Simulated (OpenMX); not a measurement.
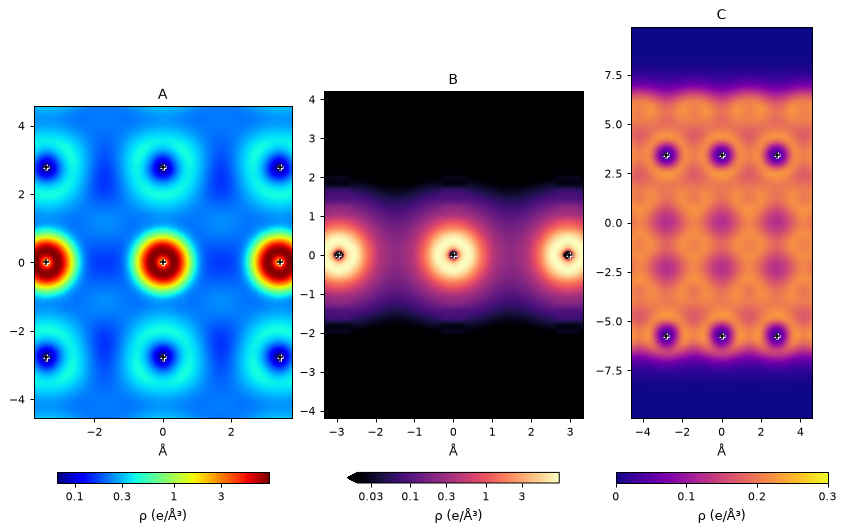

The valence electron density of 3 systems, each on a plane through atoms (crosses mark nuclei in the plane).

The calculation used Kohn-Sham DFT of a periodic cell, PBE, OpenMX 2013 PBE set (OpenMX 3.8.5).

System 1: Al (slab), the (010) plane of the calculation cell, a cut from vacuum to vacuum. 

```cif
data_structure
_symmetry_space_group_name_H-M 'P 1'
_symmetry_Int_Tables_number 1
_cell_length_a 2.8271
_cell_length_b 2.8271
_cell_length_c 26.4825
_cell_angle_alpha 90.000
_cell_angle_beta 90.000
_cell_angle_gamma 120.000
_cell_volume 183.30
loop_
_atom_site_label
_atom_site_type_symbol
_atom_site_fract_x
_atom_site_fract_y
_atom_site_fract_z
_atom_site_occupancy
Al1 Al 0.66667 0.33333 0.28321 1
Al2 Al 0.00000 0.00000 0.36992 1
Al3 Al 0.33333 0.66667 0.45664 1
Al4 Al 0.00000 0.00000 0.54336 1
Al5 Al 0.66667 0.33333 0.63008 1
Al6 Al 0.00000 0.00000 0.71679 1
```

System 2: TiSi2, the (100) plane of the conventional cell. Space group Immm; a structure from a database of computed crystals, not necessarily the ambient phase.

```
Ti Si
1.0
     2.94574    0.00000    0.00000
     0.00000    3.42426    0.00000
     0.00000    0.00000    8.42417
Ti Si
2 4
Direct
  0.00000 0.00000 0.00000
  0.50000 0.50000 0.50000
  0.00000 0.00000 0.67008
  0.50000 0.50000 0.17008
  0.00000 0.00000 0.32992
  0.50000 0.50000 0.82992
```

System 3: Sn, the (010) plane of the calculation cell, a cut from vacuum to vacuum. 

```xyz
1
Lattice="2.9670 0.0000 0.0000 0.0000 2.9670 0.0000 0.0000 0.0000 23.8000" Properties=species:S:1:pos:R:3 pbc="T T T"
Sn    0.0000    0.0000    7.0001
```

Which map belongs to which system?

Panel A is system 2, TiSi2: the plane holds Ti and Si. Ti–Si (2.78 Å): ρ is about 0.26 e/Å³ halfway. Panel B is system 3, Sn: the plane holds Sn. Sn–Sn (2.97 Å): the density is about 0.25 e/Å³ at the midpoint. Panel C is system 1, Al: the plane holds Al. Al–Al (2.83 Å): ρ is about 0.21 e/Å³ halfway.
